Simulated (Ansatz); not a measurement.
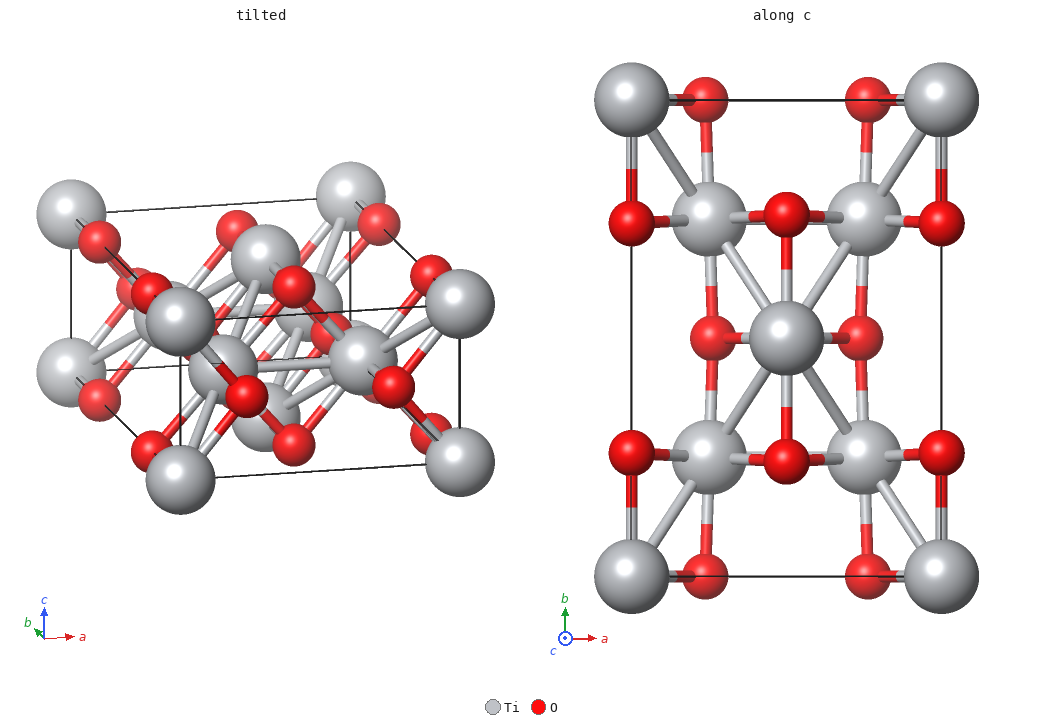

The crystal in a ball-and-stick representation, seen slightly off an axis and along the c axis. The conventional unit cell is outlined; an atom on or near a face, edge or corner is repeated at each equivalent position.

Ti3O4, space group Cmmm (No. 65), a = 5.24 Å, b = 8.06 Å, c = 2.97 Å, α = 90.00°, β = 90.00°, γ = 90.00°.

The calculation: Ansatz, DFT PBEsol, scalar-relativistic, plane waves, PAW, with a basis cut at 420 eV, k-points about 0.18 Å⁻¹ apart, Gaussian smearing of 0.15 eV, no spin polarisation.

### Classify it as metallic or gapped, with the value.

A metal: bands cross the Fermi level.

### What is the pressure at this volume?

The computed pressure is 31.1 GPa (compressed: it would expand). The stress isn't hydrostatic: its largest component is 49.2 GPa.

Provenance: a structure listed in the Materials Project. The cell was then strained or its atoms displaced on purpose. An electronic-structure calculation with Ansatz was run on it.

At this level of theory the run's own cell isn't at rest (compressed, at 31 GPa and forces up to 1.9 eV/Å), so its distances can differ from those at equilibrium, the more so the softer the solid.
